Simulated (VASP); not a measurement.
## GaN: exact exchange and RPA correlation

Aim: total energies of GaN from exact exchange and RPA correlation, beside cheaper functionals. The scan starts from a database cell, scaled to the smallest volume of the series. The cell is of the zinc-blende type, one of the forms listed for this formula. The start is a computed cell from the Materials Project.

Calculated with VASP 6.6.1; LDA; plane waves and PAW (Ga_d_GW, N_GW), in the first sound run; inputs show where later runs differ.

## (1) Set-up

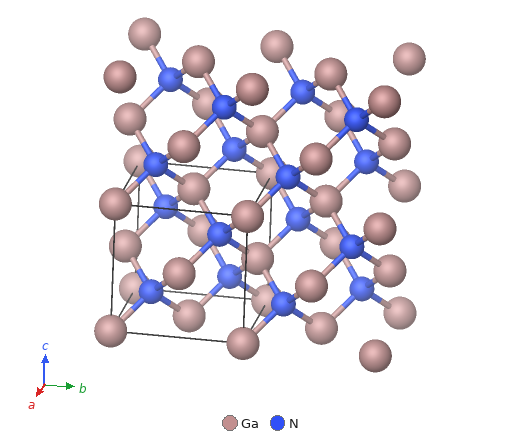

Start, viewed slightly off an axis; gallium pink, nitrogen blue. 1×2×2 cells are drawn. This picture shows the conventional cell, with its axes. Bonds to atoms that aren't drawn are left out. Some periodic images of atoms are drawn too.

## (2) Orbitals, volume ratio 0.92

RPA gives no stress here, so the energy is scanned over volumes, at one cutoff and mesh. Volumes are given as ratios to a reference cell, and this first cell is that cell scaled to 0.92. Each point starts from LDA orbitals, tightly converged.

File INCAR:

```
SYSTEM = GaN
PREC = Accurate
ENCUT = 470
EDIFF = 1E-08
NELM = 100
ISMEAR = 0
SIGMA = 0.05
LREAL = .FALSE.
ALGO = Normal
GGA = CA
NBANDS = 15
LORBIT = 11
LWAVE = .TRUE.
LCHARG = .FALSE.
KPAR = 4
```

File POSCAR:

```
GaN
1.0
    0.0000000000      2.1917295107      2.1917295107
    2.1917295107      0.0000000000      2.1917295107
    2.1917295107      2.1917295107      0.0000000000
Ga N
1 1
Direct
    0.0000000000      0.0000000000      0.0000000000
    0.2500000000      0.2500000000      0.2500000000
```

File KPOINTS:

```
Automatic mesh
0
Gamma
6 6 6
0 0 0
```

The projector-augmented-wave data sets are Ga_d_GW and N_GW (LDA family, release 64).

Launch:

```bash
$ mpirun -np 4 vasp_std
```

What it wrote:

```text
[banner, memory and clock lines left out]
running    4 mpi-ranks, on    1 nodes
 distrk:  each k-point on    1 cores,    4 groups
 distr:  one band on    1 cores,    1 groups

 POSCAR found type information on POSCAR GaN
 POSCAR found :  2 types and       2 ions
 LDA part: xc-table for (Slater(with rela. corr.)+CA(PZ))
 , standard interpolation
 POSCAR, INCAR and KPOINTS ok, starting setup
 FFT: planning ... GRIDC
 FFT: planning ... GRID_SOFT
 FFT: planning ... GRID
 WAVECAR not read
 entering main loop
       N       E                     dE             d eps       ncg     rms          rms(c)
DAV:   1     0.125746918157E+03    0.12575E+03   -0.10737E+04   512   0.191E+03
DAV:   2    -0.730651541379E+01   -0.13305E+03   -0.12670E+03   529   0.389E+02
DAV:   3    -0.159138545657E+02   -0.86073E+01   -0.85568E+01   627   0.110E+02
DAV:   4    -0.160541236520E+02   -0.14027E+00   -0.14025E+00   543   0.154E+01
DAV:   5    -0.160581546520E+02   -0.40310E-02   -0.40310E-02   649   0.276E+00    0.124E+01
DAV:   6    -0.139536044871E+02    0.21046E+01   -0.52093E+00   734   0.536E+01    0.592E+00
DAV:   7    -0.139233226356E+02    0.30282E-01   -0.30854E-01   585   0.895E+00    0.364E+00
DAV:   8    -0.138997670968E+02    0.23556E-01   -0.58277E-02   530   0.343E+00    0.370E-01
DAV:   9    -0.138982298830E+02    0.15372E-02   -0.59517E-03   768   0.206E+00    0.749E-02
DAV:  10    -0.138982806104E+02   -0.50727E-04   -0.47830E-04   586   0.368E-01    0.166E-02
DAV:  11    -0.138982740841E+02    0.65263E-05   -0.34133E-05   790   0.142E-01    0.460E-03
DAV:  12    -0.138982743623E+02   -0.27814E-06   -0.28717E-06   606   0.249E-02    0.215E-03
DAV:  13    -0.138982743416E+02    0.20721E-07   -0.29386E-07   729   0.771E-03    0.246E-04
DAV:  14    -0.138982743368E+02    0.48021E-08   -0.92270E-09   399   0.158E-03
   1 F= -.13898274E+02 E0= -.13898274E+02  d E =-.412271E-17
 writing wavefunctions
```

Run time: 1.8 s. Hardware: 4 MPI ranks of Intel Xeon 6975P-C (Granite Rapids), shared host; peak memory 0.45 GiB; 3.8 s of CPU time.

Lines that name or quote the potential files are left out of all logs, and their timing lines are given in words.

Parts of OUTCAR (step 2):

```text
ion  position               nearest neighbor table
   1  0.000  0.000  0.000-   2 1.90   2 1.90   2 1.90   2 1.90
   2  0.250  0.250  0.250-   1 1.90   1 1.90   1 1.90   1 1.90

  LATTYP: Found a face centered cubic cell.
 ALAT       =     4.3834590214

 Subroutine GETGRP returns: Found 24 space group operations
 (whereof 24 operations were pure point group operations)

The static configuration has the point symmetry T_d .

 Found     16 irreducible k-points:

   k-points           NKPTS =     16   k-points in BZ     NKDIM =     16   number of bands    NBANDS=     15

   dimension x,y,z NGX =    24 NGY =   24 NGZ =   24
   dimension x,y,z NGXF=    48 NGYF=   48 NGZF=   48

   ENCUT  =  470.0 eV  34.54 Ry    5.88 a.u.   5.48  5.48  5.48*2*pi/ulx,y,z

   NELECT =      18.0000    total number of electrons

 k-points in reciprocal lattice and weights: Automatic mesh
   0.00000000  0.00000000  0.00000000       0.005
   0.16666667  0.00000000  0.00000000       0.037
   0.33333333  0.00000000  0.00000000       0.037
   0.50000000  0.00000000  0.00000000       0.019
   0.16666667  0.16666667  0.00000000       0.028
   0.33333333  0.16666667  0.00000000       0.111
   0.50000000  0.16666667  0.00000000       0.111
  -0.33333333  0.16666667  0.00000000       0.111
  -0.16666667  0.16666667  0.00000000       0.056
[...]
-0.33333333  0.33333333  0.16666667       0.111
  -0.33333333  0.50000000  0.16666667       0.056

 average (electrostatic) potential at core
       1 -64.0558       2 -63.5987

 E-fermi :   6.0594

 k-point     1 :       0.0000    0.0000    0.0000
  band No.  band energies     occupation
    ...
      5      -7.5436      2.00000
      6      -7.5436      2.00000
      7       5.7758      2.00000
      8       5.7758      2.00000
      9       5.7758      2.00000
     10       8.0655      0.00000
     11      16.4054      0.00000
     12      16.4054      0.00000
     13      16.4054      0.00000
     14      24.2179      0.00000
    ...

 k-point     2 :       0.1667    0.0000    0.0000
  band No.  band energies     occupation
    ...
      5      -7.5458      2.00000
      6      -7.5458      2.00000
      7       3.4602      2.00000
      8       5.4713      2.00000
      9       5.4713      2.00000
     10       9.5845      0.00000
     11      15.3581      0.00000
     12      16.7965      0.00000
     13      16.7965      0.00000
     14      22.9705      0.00000
    ...

 k-point     3 :       0.3333    0.0000    0.0000
  band No.  band energies     occupation
    ...
      5      -7.5181      2.00000
      6      -7.1141      2.00000
      7       0.0679      2.00000
      8       4.9309      2.00000
      9       4.9309      2.00000
     10      10.7240      0.00000
     11      14.7132      0.00000
     12      16.7168      0.00000
     13      16.7168      0.00000
     14      21.8492      0.00000
    ...

  Total        1.4733733      1.4733733      1.4733733      0.0000000      0.0000000     -0.0000000
  in kB      112.1069409    112.1069409    112.1069409      0.0000000      0.0000000     -0.0000000
  external PRESSURE =     112.1069409 kB  Pullay stress =       0.0000000 kB

  energy-cutoff  :      470.00
  volume of cell :       21.06
      direct lattice vectors                 reciprocal lattice vectors
     0.000000000  2.191729511  2.191729511    -0.228130341  0.228130341  0.228130341
     2.191729511  0.000000000  2.191729511     0.228130341 -0.228130341  0.228130341
     2.191729511  2.191729511  0.000000000     0.228130341  0.228130341 -0.228130341

 POSITION                                       TOTAL-FORCE (eV/Angst)
 -----------------------------------------------------------------------------------
      0.00000      0.00000      0.00000        -0.000000     -0.000000     -0.000000
      1.09586      1.09586      1.09586         0.000000      0.000000      0.000000
 -----------------------------------------------------------------------------------
    total drift:                                0.000003      0.000003      0.000002

  FREE ENERGIE OF THE ION-ELECTRON SYSTEM (eV)
  ---------------------------------------------------
  free  energy   TOTEN  =       -13.8982743368 eV

  energy  without entropy=      -13.8982743368  energy(sigma->0) =      -13.89827434

 total charge
# of ion       s       p       d       tot
------------------------------------------
    1        0.807   1.017  10.180  12.004
    2        1.182   2.506   0.000   3.688
--------------------------------------------------
tot          1.989   3.523  10.180  15.692

[... 3 further parts left out ...]
```

The gap is read on the k-mesh alone, so it is an upper bound where the band edges lie off the mesh.

A gap read on the k-mesh alone can miss the band edges.

Numbers from this step:

| Property | Result |
| --- | --- |
| free energy (TOTEN) | -13.90 eV |
| Fermi energy | 6.059 eV |
| pressure | 11.21 GPa |
| gap on the k-mesh | 2.290 eV |
| least direct gap on the k-mesh | 2.290 eV |

The printed pressure carries a basis-set error: in the mean of the scan, the starting functional's lies 1.2 GPa under the slope of its energy curve.

## (3) Exact exchange, volume ratio 0.92

This step: Hartree-Fock energy on LDA orbitals; plane waves and PAW (Ga_d_GW, N_GW) (VASP 6.6.1).

The Hartree-Fock energy is evaluated once on these orbitals (ALGO = Eigenval, NELM = 1), without letting them relax. It uses the mesh of the correlation step, and the total energy is their sum.

File INCAR:

```
SYSTEM = GaN
PREC = Accurate
ENCUT = 470
ISMEAR = 0
SIGMA = 0.05
LREAL = .FALSE.
GGA = CA
NBANDS = 15
ALGO = Eigenval
NELM = 1
LHFCALC = .TRUE.
AEXX = 1
ALDAC = 0
AGGAC = 0
PRECFOCK = Normal
LWAVE = .FALSE.
LCHARG = .FALSE.
```

POSCAR is that of step 2.

KPOINTS is that of step 2.

The run starts from files that an earlier step left in the folder.

Launch:

```bash
$ mpirun -np 4 vasp_std
```

What it wrote:

```text
[banner, memory and clock lines left out]
running    4 mpi-ranks, on    1 nodes
 distrk:  each k-point on    4 cores,    1 groups
 distr:  one band on    1 cores,    4 groups

 POSCAR found type information on POSCAR GaN
 POSCAR found :  2 types and       2 ions
 LDA part: xc-table for (Slater(with rela. corr.)+CA(PZ))
 , standard interpolation
|                                                                             |
|           W    W    AA    RRRRR   N    N  II  N    N   GGGG   !!!           |
|           W    W   A  A   R    R  NN   N  II  NN   N  G    G  !!!           |
|           W    W  A    A  R    R  N N  N  II  N N  N  G       !!!           |
|           W WW W  AAAAAA  RRRRR   N  N N  II  N  N N  G  GGG   !            |
|           WW  WW  A    A  R   R   N   NN  II  N   NN  G    G                |
|           W    W  A    A  R    R  N    N  II  N    N   GGGG   !!!           |
|                                                                             |
|     The number of bands has been changed from the values supplied in        |
|     The orbitals not found in the WAVECAR file will be initialized with     |
|     random numbers, which is usually adequate. For correlated               |
|     calculations, however, you should redo the groundstate calculation.     |
|     I found NBANDS = 15. Now, NBANDS = 16.                                  |
|                                                                             |

 found WAVECAR, reading the header
  number of bands has changed, file:    15 present:    16
  trying to continue reading WAVECAR, but it might fail
 POSCAR, INCAR and KPOINTS ok, starting setup
 FFT: planning ... GRIDC
 FFT: planning ... GRID_SOFT
 FFT: planning ... GRID
 reading WAVECAR
 random initialization beyond band           15
 the WAVECAR file was read successfully
 initial charge from wavefunction
 entering main loop
       N       E                     dE             d eps       ncg     rms          rms(c)
EIG:   1    -0.225859958190E+02   -0.22586E+02    0.00000E+00     0   0.000E+00
   1 F= -.22585996E+02 E0= -.22585996E+02  d E =-.329094E-31
```

Wall time 54 s (4 MPI ranks); peak memory 0.4 GiB; 2.5 min of CPU time.

From OUTCAR (step 3):

```text
The static configuration has the point symmetry T_d .

 Found     16 irreducible k-points:

   k-points           NKPTS =     16   k-points in BZ     NKDIM =    216   number of bands    NBANDS=     16

   NELECT =      18.0000    total number of electrons

  exchange ACFDT corr.  =         0.00000000  see jH, gK, PRB 81, 115126

 E-fermi :   6.1778

 k-point     1 :       0.0000    0.0000    0.0000
  band No.  band energies     occupation
    ...
      5     -20.7115      2.00000
      6     -20.7115      2.00000
      7       2.1817      2.00000
      8       2.1817      2.00000
      9       2.1817      2.00000
     10      12.8709      0.00000
     11      23.0484      0.00000
     12      23.0484      0.00000
     13      23.0484      0.00000
     14      31.9606      0.00000
    ...

 k-point     2 :       0.1667    0.0000    0.0000
  band No.  band energies     occupation
    ...
      5     -20.7131      2.00000
      6     -20.7131      2.00000
      7      -0.6345      2.00000
      8       1.8005      2.00000
      9       1.8005      2.00000
     10      14.7056      0.00000
     11      22.0134      0.00000
     12      23.5887      0.00000
     13      23.5887      0.00000
     14      30.0432      0.00000
    ...

 POSITION                                       TOTAL-FORCE (eV/Angst)
 -----------------------------------------------------------------------------------
      0.00000      0.00000      0.00000        -0.000000     -0.000000     -0.000000
      1.09586      1.09586      1.09586         0.000000      0.000000      0.000000
 -----------------------------------------------------------------------------------
    total drift:                                0.000005      0.000003      0.000003

  FREE ENERGIE OF THE ION-ELECTRON SYSTEM (eV)
  ---------------------------------------------------
  free  energy   TOTEN  =       -22.5859958190 eV

  energy  without entropy=      -22.5859958190  energy(sigma->0) =      -22.58599582

[... 7 parts as in an earlier step ...]

[... 5 further parts left out ...]
```

This step gave:

* free energy (TOTEN): -22.59 eV

The Hartree-Fock energy on these orbitals is -11.2930 eV an atom.

## (4) Empty bands, volume ratio 0.92

This step: LDA; plane waves and PAW (Ga_d_GW, N_GW) (VASP 6.6.1).

ALGO = Exact makes the empty bands from the converged ground state in one step. LOPTICS writes the k-derivatives of the orbitals (WAVEDER), which give the long-wavelength limit of the screening.

File INCAR:

```
SYSTEM = GaN
PREC = Accurate
ENCUT = 470
ISMEAR = 0
SIGMA = 0.05
LREAL = .FALSE.
GGA = CA
NBANDS = 528
ALGO = Exact
NELM = 1
LWAVE = .TRUE.
LCHARG = .FALSE.
LOPTICS = .TRUE.
NEDOS = 1000
CSHIFT = 0.1
```

POSCAR is that of step 3.

KPOINTS is that of step 3.

Launch:

```bash
$ mpirun -np 4 vasp_std
```

What it wrote:

```text
[banner, memory and clock lines left out]
running    4 mpi-ranks, on    1 nodes
 distrk:  each k-point on    4 cores,    1 groups
 distr:  one band on    1 cores,    4 groups

 POSCAR found type information on POSCAR GaN
 POSCAR found :  2 types and       2 ions
 LDA part: xc-table for (Slater(with rela. corr.)+CA(PZ))
 , standard interpolation
 found WAVECAR, reading the header
  number of bands has changed, file:    15 present:   528
  trying to continue reading WAVECAR, but it might fail
 POSCAR, INCAR and KPOINTS ok, starting setup
 FFT: planning ... GRIDC
 FFT: planning ... GRID_SOFT
 FFT: planning ... GRID
 reading WAVECAR
 random initialization beyond band           15
 the WAVECAR file was read successfully
 initial charge from wavefunction
 entering main loop
       N       E                     dE             d eps       ncg     rms          rms(c)
DIA:   1    -0.138982743358E+02   -0.13898E+02    0.00000E+00     0   0.000E+00
   1 F= -.13898274E+02 E0= -.13898274E+02  d E =-.546054E-51
 writing wavefunctions
 optical routines
 imaginary and real dielectric function
 recalculating local potential from charge density
 direction            1
 direction            2
 direction            3
```

Wall time 4.6 s (4 MPI ranks); peak memory 0.6 GiB; 12 s of CPU time.

Parts of OUTCAR (step 4):

```text
The static configuration has the point symmetry T_d .

 Found     16 irreducible k-points:

   k-points           NKPTS =     16   k-points in BZ     NKDIM =     16   number of bands    NBANDS=    528

   NELECT =      18.0000    total number of electrons

 E-fermi :   6.3007

 k-point     2 :       0.1667    0.0000    0.0000
  band No.  band energies     occupation
    ...
      5      -7.5458      2.00000
      6      -7.5458      2.00000
      7       3.4603      2.00000
      8       5.4713      2.00000
      9       5.4713      2.00000
     10       9.5845      0.00000
     11      15.3581      0.00000
     12      16.7965      0.00000
     13      16.7965      0.00000
     14      22.9599      0.00000
    ...

 k-point     3 :       0.3333    0.0000    0.0000
  band No.  band energies     occupation
    ...
      5      -7.5182      2.00000
      6      -7.1141      2.00000
      7       0.0679      2.00000
      8       4.9309      2.00000
      9       4.9309      2.00000
     10      10.7240      0.00000
     11      14.7133      0.00000
     12      16.7168      0.00000
     13      16.7168      0.00000
     14      21.8492      0.00000
    ...

  Total        1.4733836      1.4733836      1.4733836     -0.0000000      0.0000000     -0.0000000
  in kB      112.1077310    112.1077310    112.1077310     -0.0000000      0.0000000     -0.0000000
  external PRESSURE =     112.1077310 kB  Pullay stress =       0.0000000 kB

  FREE ENERGIE OF THE ION-ELECTRON SYSTEM (eV)
  ---------------------------------------------------
  free  energy   TOTEN  =       -13.8982743358 eV

  energy  without entropy=      -13.8982743358  energy(sigma->0) =      -13.89827434

 plasma frequency squared (from intraband transitions) (eV^2)
  --------------------------------------------------------------------------------------
       0.000       0.000       0.000
       0.000       0.000       0.000
       0.000       0.000       0.000

[... 9 parts as in an earlier step ...]

[... 4 further parts left out ...]
```

WAVECAR now holds 528 bands for 18 electrons. Its independent-particle dielectric tensor has xx, yy, zz = 6.2, 6.2, 6.2 on this mesh, which isn't tested for convergence in mesh or bands and lacks local fields.

(Part 1 of 6 ends here.)

[Lines on the potential files, build, host, timing and source positions are cut from VASP's logs without a mark.]

[Logs are printed without paths, hosts, clocks, repeated set-up lines and the standing remarks that a program may print on its own settings, such as how far it seeks lower states.]

[Hosts, paths, dates, database ids (printed as entryN), source tags and the programs' standing remarks are cut or masked in the printed files.]

[Pressures printed for these runs are not shown converged in the cutoff: they can be off by several GPa and have the wrong sign.]
